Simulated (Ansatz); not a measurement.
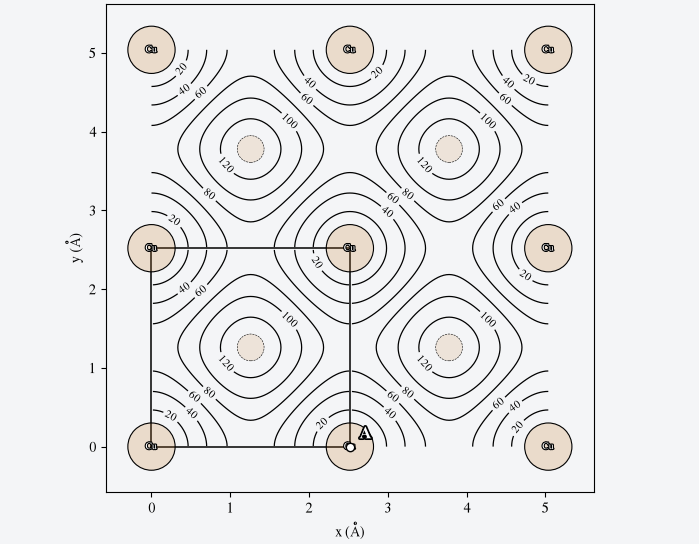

H on a Cu(100) slab cut from the Fm-3m phase, its upper half relaxed before the scan (12 atoms of substrate and one adsorbate in a 2 × 2 cell). 
- H is moved over the surface cell at a fixed height above a rigid substrate; the origin of the map has the adsorbate above Cu9; the height is held at 2.50 Å.
- Places are given modulo a cell vector. The map is drawn in real space over the plane of the surface.
- The scan uses a 6 × 6 grid; 10 points were computed and 26 follow by symmetry.
- Places are given in fractions of the 1 × 1 surface cell.
- Energies are in meV, from the lowest grid point.
- The runs have no spin polarisation, so an open-shell adsorbate far from the surface lies too high. At a fixed height the lowest place need not be the adsorption site.
- Level of theory: DFT PBE+D3(BJ), scalar-relativistic, plane waves, PAW in Ansatz. Settings: cutoff 420 eV, k-mesh 5×5×1, gaussian smearing 0.1 eV, no spin polarisation.

The picture shows contour lines labelled in meV, labelled circles for the atoms of the top layer and small ones for the second layer, the outline of one cell of the 2 × 2 shown, the point A. Between grid points the surface is interpolated.

> Find the lowest pass out of the well at A.

The easiest path leads from the well at the top site over a surface Cu atom, (0/6, 0/6) of the cell vectors to its copy one period on. Its highest point lies about 70 meV above the bottom of the first well on the interpolated surface, at a bridge site between two Cu atoms, (0/6, 3/6) of the cell vectors. This is the barrier on the constrained surface; relaxing the other coordinates would change it.

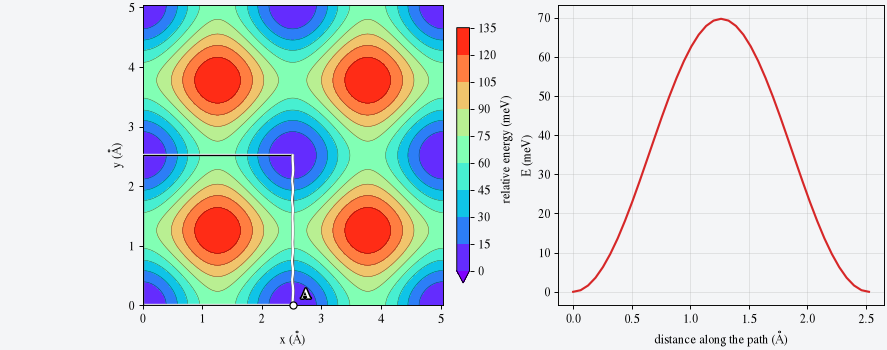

The picture shows filled contours, a line along the lowest path, the outline of one cell of the 2 × 2 shown, the energy along the path at the right. Between grid points the surface is interpolated.

PAW datasets: the set soft_1.
